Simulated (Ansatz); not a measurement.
Si$_{2}$Mo

Space group I4/mmm; the calculation finds a residual pressure of about 2 GPa at this fixed cell.

```
Si Mo
1.0
     3.20000    0.00000    0.00000
     0.00000    3.20000    0.00000
     0.00000    0.00000    7.86100
Si Mo
4 2
Direct
  0.00000 0.00000 0.33300
  0.50000 0.50000 0.83300
  0.50000 0.50000 0.16700
  0.00000 0.00000 0.66700
  0.00000 0.00000 0.00000
  0.50000 0.50000 0.50000
```

Level of theory: DFT PBE, scalar-relativistic, plane waves, PAW in Ansatz 0.2.0.

**How does the converged density differ from a superposition of free atoms?**

Si–Si (2.61 Å): Δρ is +0.03 e/Å³ at the midpoint.
Mo–Si (2.62 Å): Δρ is +0.06 e/Å³ at the midpoint.
Mo–Mo (3.20 Å): Δρ is +0.03 e/Å³ at the midpoint.
Over the whole cell, outside the masked cores, the largest gain, 0.07 e/Å³, lies 1.1 Å from a silicon nucleus and 1.5 Å from a molybdenum one, and the largest loss lies at the edge of the masked core of Mo.
In all about 0.24 e an atom is rearranged against the free atoms.
Bader charges: Si −0.07 and Mo +0.13 e. Among metals such charges hang on how the charge between the atoms is shared out.

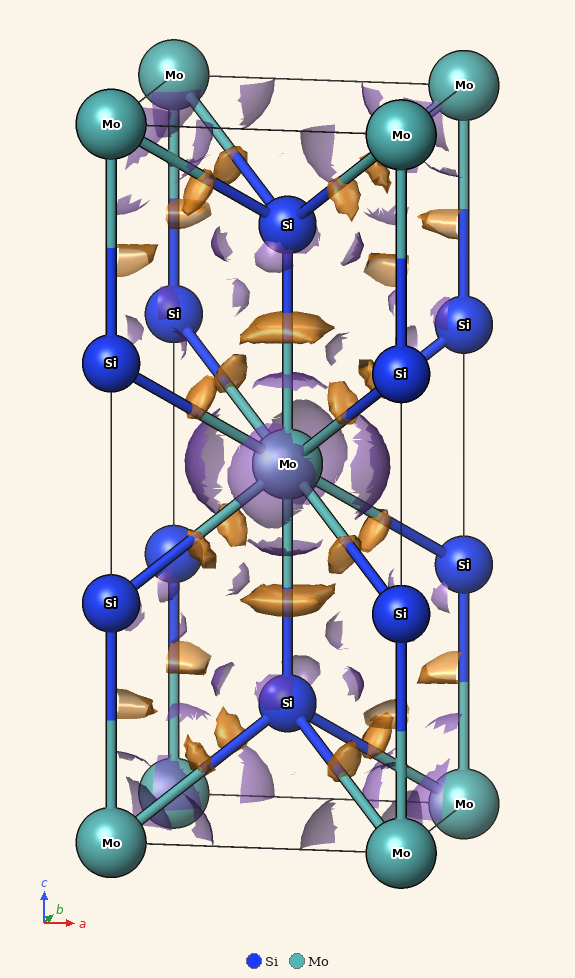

Computed deformation density: orange surfaces at +0.06 and purple ones at −0.06 e/Å³, in the conventional cell seen slightly off an axis (the regions close to the nuclei are left out).

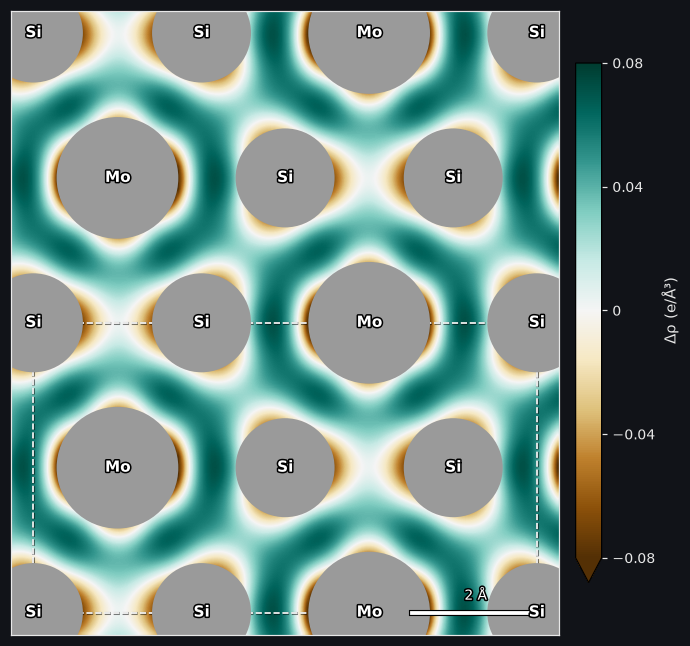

Computed deformation density: a map on the (11̄0) plane of the conventional cell, with grey discs over the atomic cores.

Cores are masked to 0.8 Å (Si) and 1.0 Å (Mo).

In a PAW calculation such maps are meaningful between the atoms, not at the nuclei.

The run took 25 s on 2 threads of Arm Neoverse N1 (shared host), peak memory 0.4 GiB.
